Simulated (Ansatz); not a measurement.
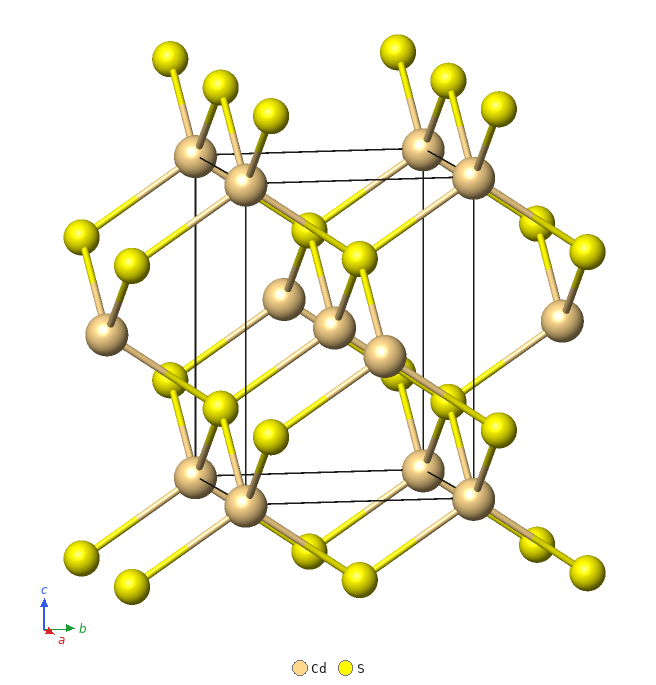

The structure above is drawn in ball-and-stick style and viewed slightly off an axis. The conventional unit cell is outlined; an atom on or near a face, edge or corner is repeated at each equivalent position. Outside the box, the atoms bonded to those within are drawn.

CdS, space group Imm2 (No. 44), a = 4.070 Å, b = 4.243 Å, c = 5.878 Å, α = 90.00°, β = 90.00°, γ = 90.00°. The structure was taken from a structure type filled with these elements by a generator (whether the compound takes this form wasn't checked). The cell was then strained or its atoms displaced on purpose. It was run through Ansatz as a DFT input.

This one geometry was computed with Ansatz (DFT, plane waves, PAW) at three levels of theory: PBE, r2SCAN and HSE06. It was relaxed with r2SCAN and then strained.

> How does the band gap change with the level of theory?

PBE: a gap of 1.00 eV, direct; r2SCAN: a gap of 1.45 eV, direct; HSE06: a gap of 2.01 eV, direct.

> Collect the results in a table.

| level | cutoff (eV) | k-mesh of the run's cell | gap (eV) | pressure (GPa) |
| --- | --- | --- | --- | --- |
| PBE | 420 | 8×8×8 | 1.00 | 1.4 |
| r2SCAN | 500 | 8×8×8 | 1.45 | 0.0 |
| HSE06 | 420 | 6×6×6 | 2.01 | 0.2 |

Gaps are taken on the k-mesh or band path of each run.
